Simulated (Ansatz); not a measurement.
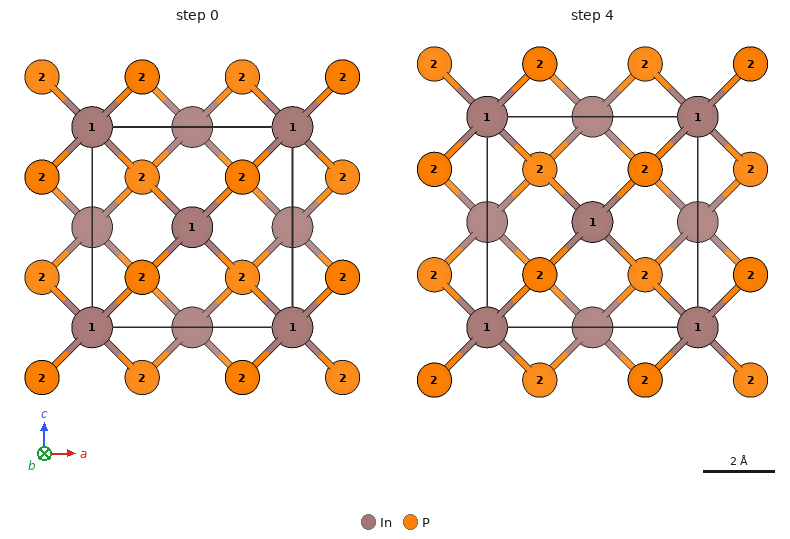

The structure of a crystal of InP (built on the zincblende type) before (left) and after (right) a relaxation, at one scale.

Style: ball-and-stick. Shown: the conventional cell (4 times the calculation's cell), along the b axis. Lengths and directions refer to the drawn axes.

Method: DFT, PBE, plane waves, PAW in Ansatz 0.2.0. Settings: plane-wave cutoff 420 eV; k-point mesh 8 × 8 × 8; occupations fermi dirac; smearing width 0.02 eV; no spin polarisation; cell and atoms relaxed; force threshold 0.005 eV/Å.

### Summarise the run.

The energy falls by 130 meV per atom in 3 accepted moves (4 points after the start). All forces vanish by symmetry, so only the cell relaxes. Pressure: 12.85 GPa at the start and 0.02 GPa at the end. The SCF was repeated once at an unchanged geometry on a basis and grid sized afresh for the cell, which shifted the energy by 1.2 meV per atom at most. No atom moves by more than 0.005 Å relative to the cell. The drawn cell changes as follows: a = b = c 5.665 → 5.958 Å (+5.2 %); the volume changes by +16.3 %. Some distances before and after: In1–P2 2.453 → 2.580 Å. The space group stays F-43m (No. 216).
